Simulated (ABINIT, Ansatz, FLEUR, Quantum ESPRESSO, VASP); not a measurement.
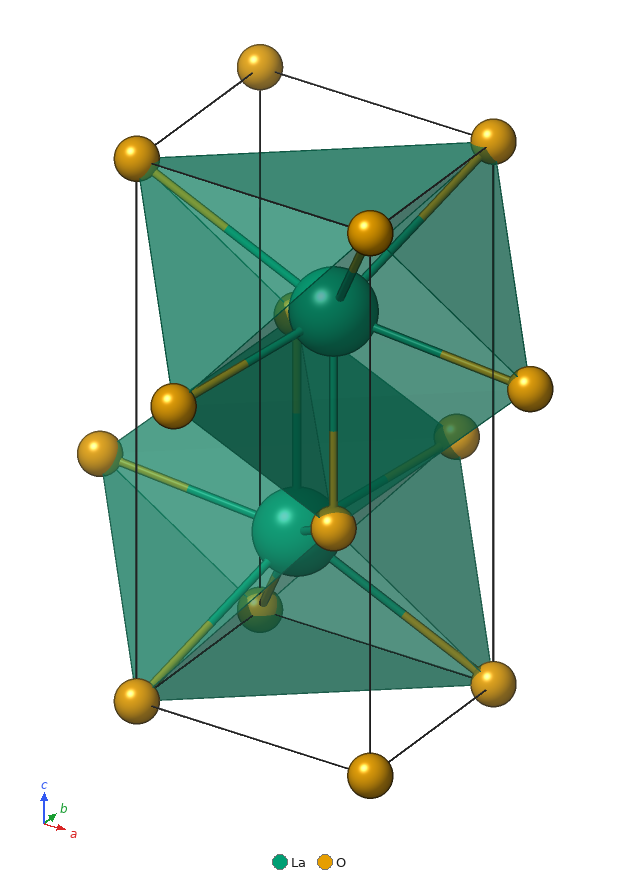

La₂O₃, space group P-3m1 (No. 164), a = 3.931 Å, b = 3.931 Å, c = 6.112 Å, α = 90.00°, β = 90.00°, γ = 120.00° (16.36 Å³/atom). Polyhedral representation of a periodic structure, projected slightly off an axis. The edges of the conventional unit cell are marked. Some atoms of the next cells are drawn as well. The cell is a structure listed in the Materials Project.

The cell was scaled uniformly, at fixed shape and fractional positions, in six programs or potential sets. Alike in all runs: functional PBE; k mesh 8 × 8 × 5 on the run's cell of 5 atoms; occupations fermi-dirac, width 0.05 eV; no spin polarisation; no spin-orbit coupling.

Energies from Ansatz LAPW (all-electron):

| volume (Å³/atom) | E − E(lowest point) (meV/atom) |
| --- | --- |
| 15.375 | 40.97 |
| 15.703 | 21.01 |
| 16.030 | 7.99 |
| 16.357 | 1.19 |
| 16.684 | 0.00 |
| 17.011 | 3.86 |
| 17.338 | 12.27 |

What equilibrium volume and bulk modulus do these points give?

Answer. V0 = 16.59 Å³/atom, B0 = 129 GPa and B0′ = 4.3. V0 lies 1.4 % above the volume of the cell as given.

The same fit in all programs:

```tsv
program	V0 (Å³/atom)	B0 (GPa)	B0′
Ansatz LAPW (all-electron)	16.59	129	4.3
VASP (PBE potentials, release 64 La, O)	16.57	129	4.3
Ansatz (Ansatz PAW soft_1)	16.59	129	4.3
ABINIT (JTH PAW PBE v2.0)	?	?	?
Quantum ESPRESSO (SSSP 1.3 efficiency)	16.66	129	4.3
FLEUR (all-electron)	16.59	129	4.4
```

Estimate the row of ABINIT (JTH PAW PBE v2.0).

Answer. V0 = 16.71 Å³/atom, B0 = 129 GPa and B0′ = 4.5. The other rows span 16.57 to 16.66 Å³/atom and 129 to 129 GPa.

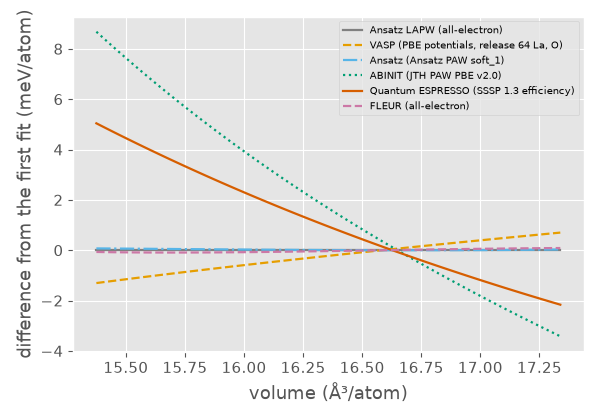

Each fitted curve, counted from its own minimum, less that of Ansatz LAPW (all-electron). With one functional throughout, the spread comes from potentials, basis sets and numerical settings; B0′ is uncertain by a few tenths over so narrow a range.

Caveat: the cell was scaled at fixed shape and fractional positions, which overstates the stiffness of a crystal with free parameters, most of all of layers and chains.
